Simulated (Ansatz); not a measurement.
```xyz
14
Lattice="-10.3534 0.0000 0.0694 0.0000 3.1973 0.0000 0.9566 0.0000 -5.6214" Properties=species:S:1:pos:R:3 pbc="T T T"
Sc   -9.4248    0.0000   -1.7157
Sc   -4.2481    1.5986   -1.7504
Al   -6.6915    0.0000   -3.1493
Al   -1.5148    1.5986   -3.1840
Al   -8.9063    1.5986   -4.4587
Al   -3.7296    0.0000   -4.4934
Al   -6.9928    1.5986   -0.3062
Al   -1.8161    0.0000   -0.3409
N    -9.3940    0.0000   -5.4334
N    -4.2173    1.5986   -5.4681
N    -7.3749    0.0000   -1.2997
N    -2.1982    1.5986   -1.3344
N    -4.8113    0.0000   -2.9298
N     0.3654    1.5986   -2.9646
```

Space group Cm; a structure from a database of computed crystals, not necessarily the ambient phase; a generated structure, not necessarily the stable one; computed without spin polarisation.

Method: Ansatz, DFT PBE, scalar-relativistic, plane waves, PAW.

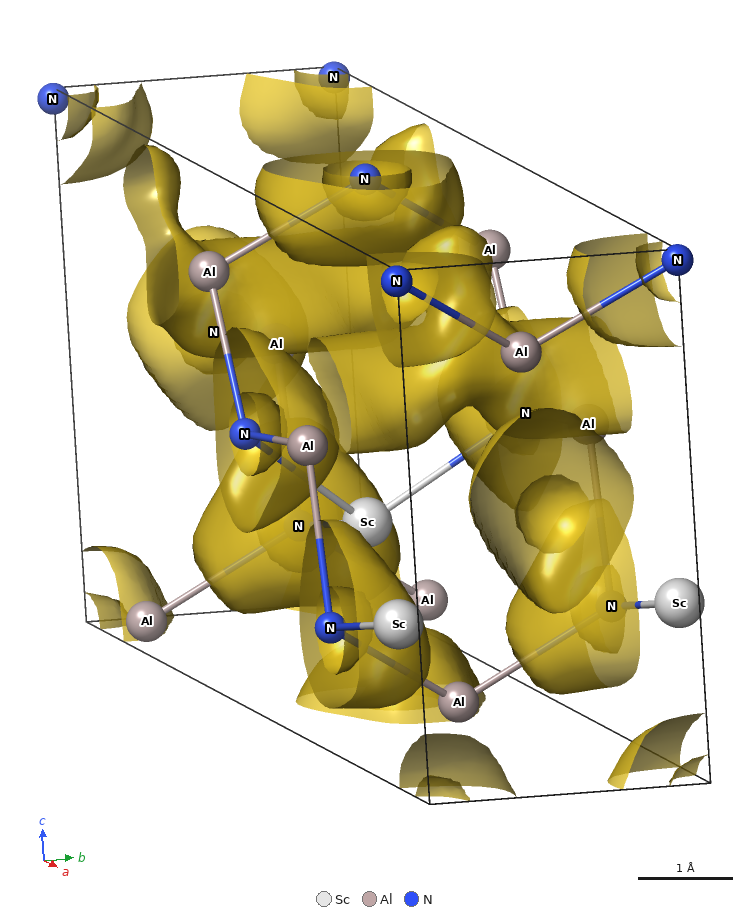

ScAl₃N₃. Isosurface of the electron localisation function at 0.7 (yellow), seen slightly off an axis. Only the valence region is drawn (cores and ρ < 0.01 e/Å³ removed). Sticks mark near contacts.

**Identify the bonds, lone pairs and shells in this picture.**

The surface consists of six regions on N in which the atom's valence shell and bonds are merged and channels that run through the cell in one direction, counted in one cell of 14 atoms. Regions shared between cells count once. Profiles from the grid: Al–N (1.88 Å): the ELF peaks at about 0.85 in the valence shell of N, 0.7 Å from its nucleus, and is about 0.85 at the midpoint. Sc–N (2.06 Å): the ELF peaks at about 0.85 in the valence shell of N, 0.6 Å from its nucleus, and is about 0.25 at the midpoint (no localised pair shows between them).

**Does the calculation make it a metal, or give it a gap?**

It is gapless in this calculation (a metal or semimetal).
